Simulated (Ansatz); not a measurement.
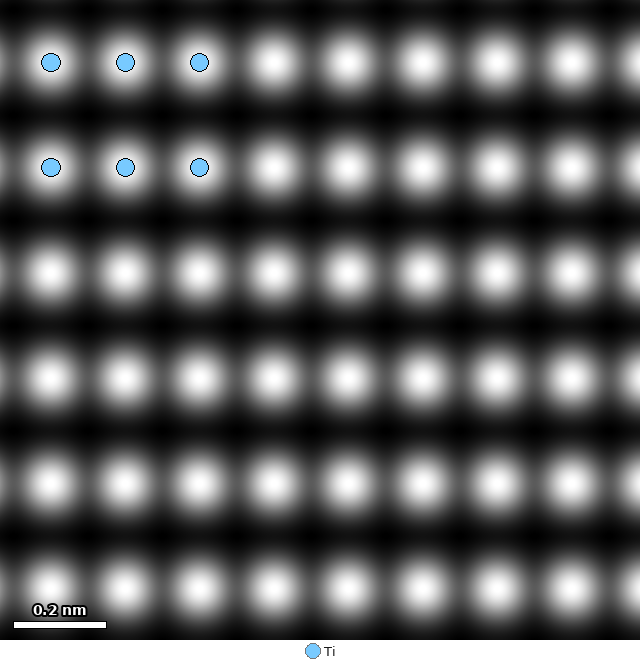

Dark-field STEM-like image of Ti (Im-3m, No. 229) along [110]. Simulated incoherent Z contrast: every atom adds Z^1.8 spread by a probe of 0.90 Å full width; channelling and multiple scattering are left out. The display is stretched by a gamma of 0.65; percentages refer to the linear signal. Model: the input geometry of a calculation; the starting structure was generated, so it need not be a known form of this composition.

Coloured dots in one corner mark the columns of the model.

**Describe what the image shows.**

The columns repeat on a rectangular net of 1.63 × 2.30 Å (plane group p2mm). All columns are alike (Ti). The shortest distance between visible columns is 1.63 Å in projection. Along the beam the structure repeats every 4.60 Å.
